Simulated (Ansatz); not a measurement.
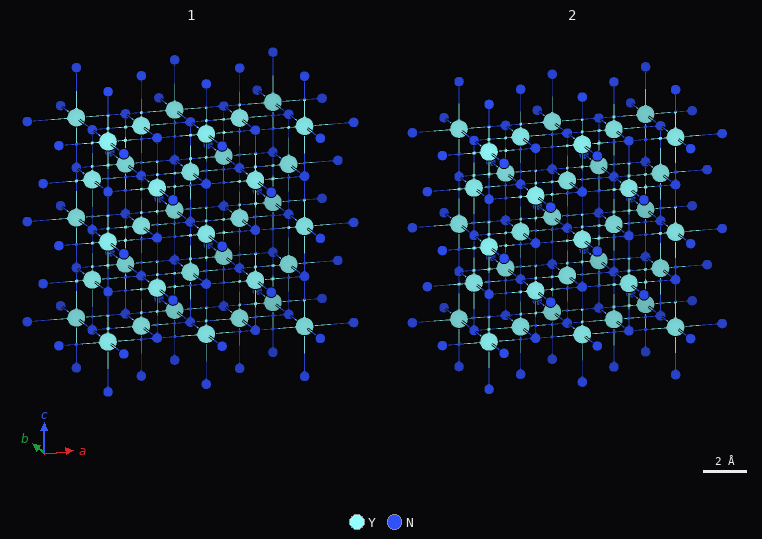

Two geometries of a crystal of YN (a generated structure, set up in Fm-3m), drawn at one scale. One is the start of a relaxation, the other its converged end. A ball-and-stick model of the conventional cell (4 times the calculation's cell), repeated 2 × 1 × 2 with one cell outlined, seen slightly off an axis. Lengths and directions refer to the drawn axes.

These are results of Ansatz, DFT, PBE, PAW with Ansatz's default frozen-core files, scalar-relativistic, not measurements. Settings: plane-wave cutoff 420 eV; k-point mesh 15 × 15 × 15; occupations fermi dirac; smearing width 0.03 eV; no spin polarisation; cell and atoms relaxed; force threshold 0.005 eV/Å; at most 80 steps.

Which of the two is the end point?

Answer. Structure 1 is the relaxed one. Case: cell and atoms relaxed from a first guess. Over 4 accepted moves (6 points after the start) the energy falls by 0.405 eV per cell of the calculation. All forces vanish by symmetry, so only the cell relaxes. Pressure: 34.63 GPa at the start and 0.04 GPa at the end. At 2 points the geometry stayed and the basis and grid were re-selected for the new cell (energy shift of 16.6 meV per cell of the calculation at most each time). No atom moves by more than 0.005 Å relative to the cell. The volume changes by +16.9 %, with a = b = c 4.656 → 4.905 Å (+5.4 %). Near-neighbour distances that change, for instance: Y–Y 3.292 → 3.469 Å, N–Y 2.328 → 2.453 Å. The space group stays Fm-3m (No. 225).
